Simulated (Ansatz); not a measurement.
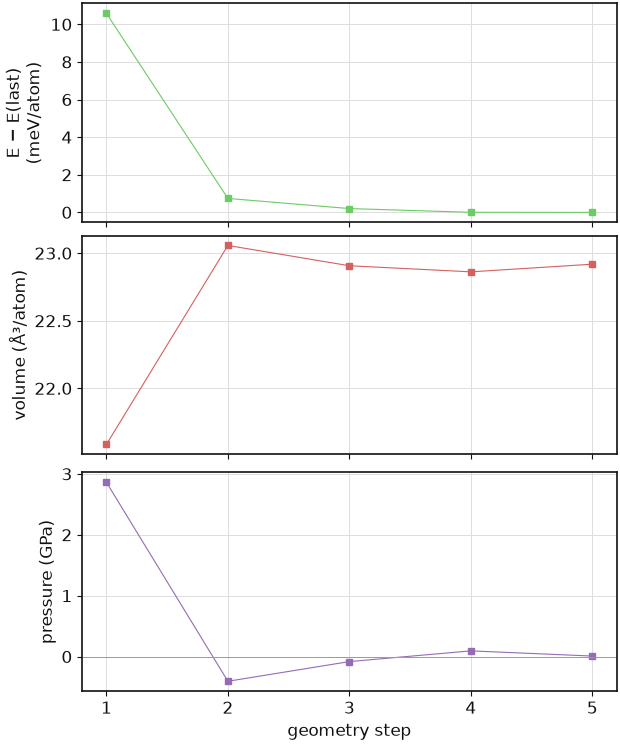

History of a geometry optimisation. Atoms and cell relax. A closing SCF on a freshly chosen basis isn't drawn.

The run: Cd (P6_3/mmc, 2 atoms in the cell), by Ansatz, DFT PBE, scalar-relativistic, plane waves, PAW; cutoff 420 eV, 21×21×10 k-mesh, Gaussian smearing of 0.1 eV.

> How did the optimisation end?

The optimisation met its thresholds at geometry 5, counting the start as the first. The energy fell by about 10.5 meV/atom from the first step to the last. All forces vanish by symmetry, so only the cell moves.

> What happens to the cell?

The volume grows from 21.6 to 22.9 Å³ per atom (+6 %), as the pressure goes from 2.9 GPa to about 0 GPa. The start was compressed.
